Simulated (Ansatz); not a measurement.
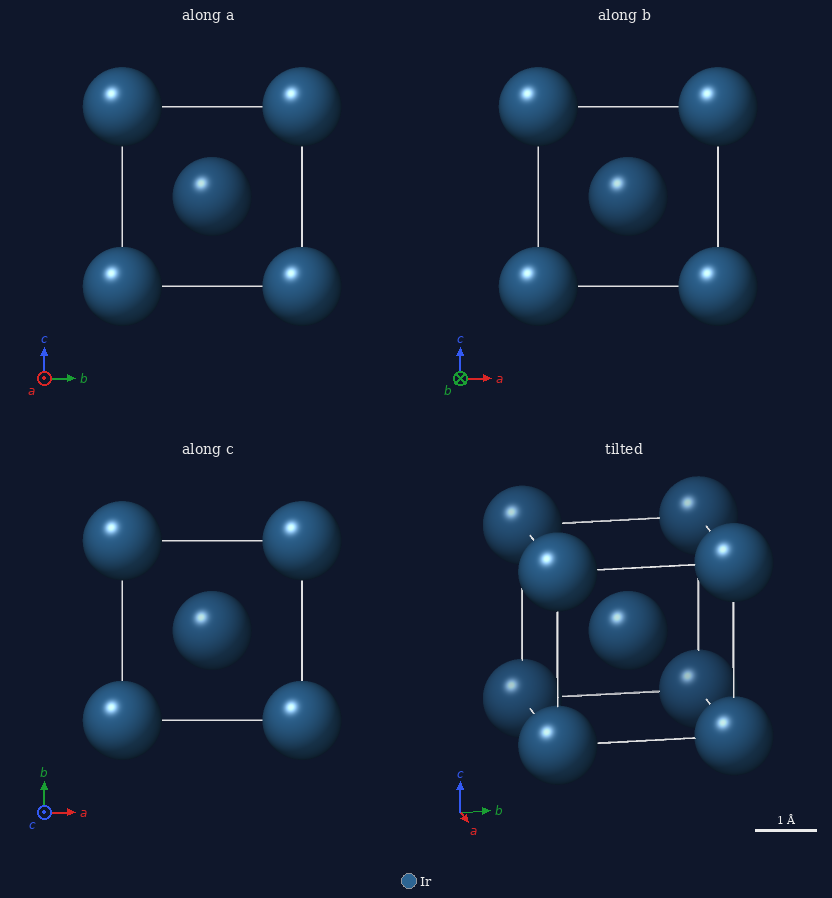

View along the a axis, along the b axis, along the c axis and slightly off an axis, drawn as a spheres-only model. One conventional unit cell is framed, with atoms on its boundary repeated.

Lattice parameters: a = 2.982 Å, b = 2.982 Å, c = 2.982 Å, α = 90.00°, β = 90.00°, γ = 90.00°.

Q: Record the structure as a table of Wyckoff sites.

A: Space group Im-3m (No. 229).
| atom | site | x | y | z |
| --- | --- | --- | --- | --- |
| Ir | 2a | 0.0000 | 0.0000 | 0.0000 |

The initial geometry was a structure type filled with this element by a generator (whether the element takes this form wasn't checked). Earlier steps of the study may have refined or changed the cell and positions. It was run through Ansatz as a DFT input.

At this level of theory the cell isn't at rest (compressed, at 54 GPa), so its distances can differ from those at equilibrium, the more so the softer the solid.
